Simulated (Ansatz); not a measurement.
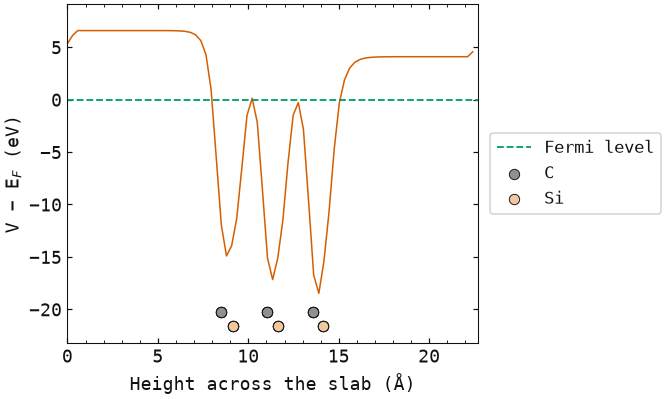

Plane-averaged electrostatic potential energy of an electron across the slab; circles at the bottom mark the heights of the atoms (positions after relaxation).

This input was run:

```
crystal:
  lattice:
    - [6.1938710408, 0.0, 0.0]
    - [-3.0969355204, 5.3640496691, 0.0]
    - [0.0, 0.0, 22.6894338434]
  atoms:
    - { symbol: C, position: [0.5, 0.0, 0.3746237151] }
    - { symbol: C, position: [0.5, 0.5, 0.3746237151] }
    - { symbol: C, position: [0.0, 0.0, 0.3746237151] }
    - { symbol: C, position: [0.0, 0.5, 0.3746237151] }
    - { symbol: Si, position: [0.1666666667, 0.8333333333, 0.4024851117] }
    - { symbol: Si, position: [0.1666666667, 0.3333333333, 0.4024851117] }
    - { symbol: Si, position: [0.6666666667, 0.8333333333, 0.4024851117] }
    - { symbol: Si, position: [0.6666666667, 0.3333333333, 0.4024851117] }
    - { symbol: C, position: [0.6666666667, 0.8333333333, 0.4860693017] }
    - { symbol: C, position: [0.6666666667, 0.3333333333, 0.4860693017] }
    - { symbol: C, position: [0.1666666667, 0.8333333333, 0.4860693017] }
    - { symbol: C, position: [0.1666666667, 0.3333333333, 0.4860693017] }
    - { symbol: Si, position: [0.3333333333, 0.6666666667, 0.5139306983] }
    - { symbol: Si, position: [0.3333333333, 0.1666666667, 0.5139306983] }
    - { symbol: Si, position: [0.8333333333, 0.6666666667, 0.5139306983] }
    - { symbol: Si, position: [0.8333333333, 0.1666666667, 0.5139306983] }
    - { symbol: C, position: [0.8333333333, 0.6666666667, 0.5975148883] }
    - { symbol: C, position: [0.8333333333, 0.1666666667, 0.5975148883] }
    - { symbol: C, position: [0.3333333333, 0.6666666667, 0.5975148883] }
    - { symbol: C, position: [0.3333333333, 0.1666666667, 0.5975148883] }
    - { symbol: Si, position: [0.5, 0.5, 0.6253762849] }
    - { symbol: Si, position: [0.5, 0.0, 0.6253762849] }
    - { symbol: Si, position: [0.0, 0.5, 0.6253762849] }
    - { symbol: Si, position: [0.0, 0.0, 0.6253762849] }
basis:
  ecutwfc: 420
kpoints:
  mp_grid: { grid: [6, 6, 1] }
hamiltonian:
  xc: pbe
scf:
  occupations: { method: gaussian, width: 0.05 }
output:
  forces: true
  eigenvalues: true
  write_density: true
  write_potential: true
  elf: true
  volumetric_format: npy
relax:
  adjacent_minimum: "off"
  f_tol: 0.03
  max_steps: 70
  constraints: [{ sites: [0, 1, 2, 3, 4, 5, 6, 7, 8, 9, 10, 11] }]
efield:
  axis: 3
  dipole_correction: true
  ramp_width: 0.04
```

Run as:
```bash
ansatz run input.yaml --threads 4 --pin off --max-ram 10240MiB --backend cpu --events-out ev --progress --plain --runs-dir out
```

What is the work function?

The work function is 4.09 eV at the right face and 6.58 eV at the left.

How thick are slab and vacuum?

The outermost atoms are 5.6 Å apart, which leaves 17.1 Å of vacuum in a cell 22.7 Å high.
